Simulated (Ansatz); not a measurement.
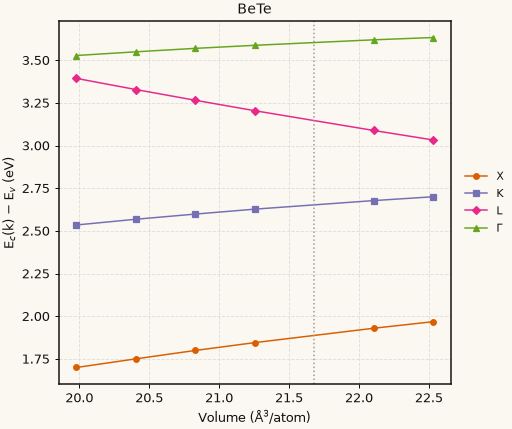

Lowest conduction level at each named k point, counted from the valence-band top at Γ. One run is left out (dotted line).

System: zincblende BeTe, space group F-43m (No. 216), 2 atoms in the primitive cell. The cell is scaled uniformly. Computed with Ansatz 0.2.0: rPW86-PBE+rVV10, Ansatz PAW, no spin polarisation, no spin-orbit coupling, 8×8×8 k mesh, 420 eV cutoff.

| volume | X (eV) | K (eV) | L (eV) | Γ (eV) | pressure (GPa) |
| --- | --- | --- | --- | --- | --- |
| 19.98 Å³/atom | 1.70 | 2.53 | 3.39 | 3.53 | 10.4 |
| 20.40 Å³/atom | 1.75 | 2.57 | 3.33 | 3.55 | 8.4 |
| 20.83 Å³/atom | 1.80 | 2.60 | 3.27 | 3.57 | 6.7 |
| 21.25 Å³/atom | 1.85 | 2.63 | 3.20 | 3.59 | 5.1 |
| 22.10 Å³/atom | 1.93 | 2.68 | 3.09 | 3.62 | 2.3 |
| 22.53 Å³/atom | 1.97 | 2.70 | 3.03 | 3.63 | 1.1 |

Estimate the values at 21.68 Å³/atom.

Answer. Fits through the other points against the logarithm of the volume give 1.89 eV at X, 2.65 eV at K, 3.15 eV at L and 3.60 eV at Γ (straight lines). The run itself gives 1.89, 2.65, 3.15 and 3.60 eV, within 0.01 eV of the estimates.

Which of these conduction levels is lowest, and does that change?

Answer. The lowest is the one at X, over the whole range, so among these points the gap stays indirect.

Spin-orbit coupling is left out, which matters for Te. The PAW data sets were made with another functional. LDA, GGA and most meta-GGA functionals understate gaps.
